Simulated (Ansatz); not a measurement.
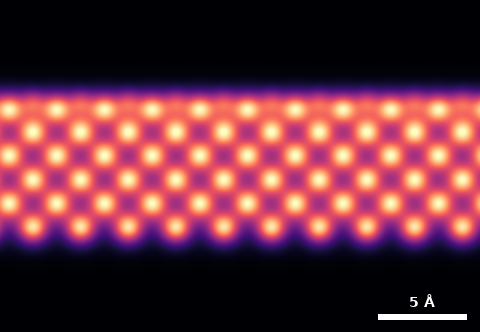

Cross-section of a (100) slab of Si (Fd-3m) with overall composition Si6O, seen along a direction in its plane, the normal pointing up. Simulated as the projected potential of neutral atoms (B = 0.3 Å²) blurred by a 1.07 Å probe, the thin-sample limit of integrated differential phase contrast. Atomic positions: the geometry relaxed in a fixed cell under constraints with DFT PBEsol, scalar-relativistic, plane waves, PAW (Ansatz 0.2.0).

Question: How many atomic planes does the slab have, and what do they hold from top to bottom?

Answer: 6 planes (atoms within 0.35 Å in height count as one plane):

```csv
plane,content,depth below the top plane (Å)
1,SiO,0.0
2,Si,1.5
3,Si,2.8
4,Si,4.2
5,Si,5.5
6,Si,6.9
```

Question: How thick is it, and how does it end on either side?

Answer: The outermost planes are 6.9 Å apart. The upper face ends in SiO and the lower in Si, so the sequence of planes is different from the two sides.
